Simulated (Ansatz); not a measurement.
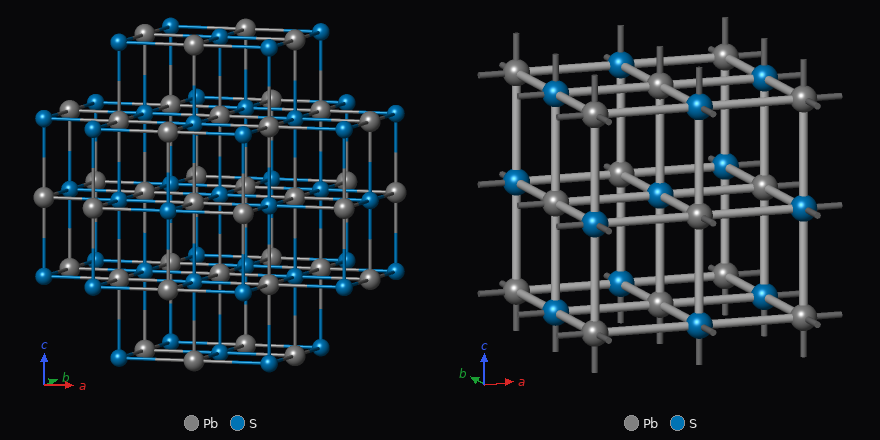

Left: the structure. Right: its underlying net. Nodes are coloured by element. Edges to nodes outside the piece are drawn as stubs.

PbS (space group Fm-3m, No. 225). Coordinates: a calculation's input that goes back to an entry of the Crystallography Open Database (an earlier step may have relaxed or displaced it).

Bonds are taken as Pb–S below 3.3 Å; no other contact counts. The graph is simplified in the usual way: terminal and isolated atoms are pruned, two-connected atoms become edges.

The result is a uninodal 6-connected, three-periodic net: Pb and S are 6-connected nodes. It is the pcu net, known from NaCl, ReO3 and the B-X framework of perovskite. It is a single net, without interpenetration.

```json
{"node": "Pb and S", "links": "6", "point symbol": "4¹²·6³", "coordination sequence": "6 18 38 66 102 146"}
```
